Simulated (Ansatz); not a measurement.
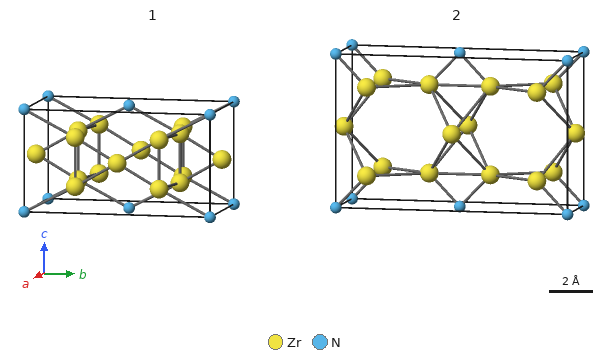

Two geometries of a crystal of Zr$_{5}$N (a generated structure, set up in Cmmm) (coarse preliminary run), drawn at one scale. One is the start of a relaxation, the other its converged end. The picture is a ball-and-stick view of the conventional cell (2 times the calculation's cell), seen slightly off an axis. Lengths and directions refer to the drawn axes.

These are results of DFT PBE, scalar-relativistic, plane waves, PAW (Ansatz 0.2.0), not measurements. Settings: plane-wave cutoff 420 eV; k-point mesh 4 × 4 × 4; occupations gaussian; smearing width 0.1 eV; no spin polarisation; cell and atoms relaxed; force threshold 0.04 eV/Å; at most 70 steps.

Which of the two is the end point?

Structure 2 is the relaxed one. The largest moves relative to the cell, 1.62 Å, are those of Zr atoms. N stays in place. The volume changes by +27.0 %, with a 4.976 → 3.382 Å (−32.0 %), b 8.956 → 11.167 Å (+24.7 %), c 4.853 → 7.274 Å (+49.9 %). Near-neighbour distances that change, for instance: Zr–Zr 2.333 → 4.612 Å, Zr–Zr 4.910 → 2.951 Å, Zr–Zr 2.324 → 4.192 Å, Zr–Zr 3.432 → 5.231 Å. New bonds form: Zr–Zr (4.91 → 2.95 Å). Bonds break: Zr–Zr (2.32 → 4.19 Å), Zr–Zr (2.33 → 4.61 Å). Among the angles between lasting bonds that change: Zr–Zr–Zr 160.3° → 65.4°, Zr–Zr–N 81.3° → 125.6°, Zr–N–Zr 125.5° → 87.5°. The space group stays Cmmm (No. 65). After 21 accepted moves (25 points after the start) the energy has fallen by 2763 meV per atom. Largest force component: 4.7 eV/Å at the start, 0.019 eV/Å at the end. Pressure: 40.04 GPa at the start and 0.01 GPa at the end. The line search rejected the trial step at point 23 of the run. At 3 points the geometry stayed and the basis and grid were re-selected for the new cell (energy shift of 26.5 meV per atom at most each time). The run took 2.2 min on 1 thread of Intel(R) Xeon(R) Platinum 8375C CPU @ 2.90GHz (Ice Lake), with other jobs on the host, peak memory 0.49 GiB.
